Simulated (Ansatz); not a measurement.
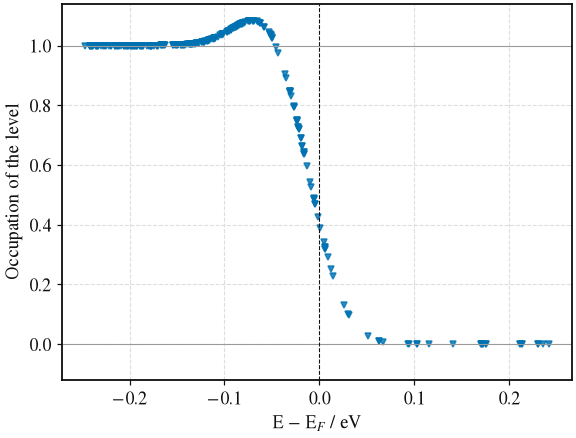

Occupations of the one-electron levels of the k mesh against their energy, from a run on Ho, space group Im-3m (No. 229), 1 atom in the cell, with Ansatz.

### Which smearing scheme was used (Fermi-Dirac, Gaussian, Methfessel-Paxton or cold), and about what width?

cold (Marzari-Vanderbilt) smearing with a width of 0.05 eV. The occupations overshoot 1 below the Fermi level (up to 1.08) but never turn negative, and they are not symmetric about it.
